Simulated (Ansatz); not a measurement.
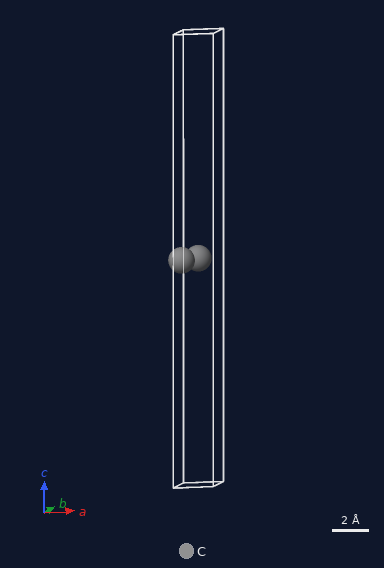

The figure gives a space-filling picture of the atoms, viewed from the side at a slight tilt. The edges of the simulation cell are marked.

C, a = 2.37 Å, b = 2.37 Å, c = 26.00 Å, α = 90.00°, β = 90.00°, γ = 60.00°.

Theory: DFT PBE+D3(BJ), scalar-relativistic, plane waves, PAW (Ansatz). Numerical settings: an energy cutoff of 420 eV, a 21×21×1 k-point grid, Gaussian smearing of 0.1 eV, no spin polarisation.

> Does it come out as a metal, or with a gap?

A semiconductor at this level, with a gap of 0.00 eV, indirect; the smallest direct gap is 1.19 eV.

The model was built from a structure listed in the Materials Project, from which a slab or single sheet was cut. The cell was then strained or its atoms displaced on purpose. The atoms were relaxed in a fixed cell with DFT PBE+D3(BJ), scalar-relativistic, plane waves, PAW (Ansatz).
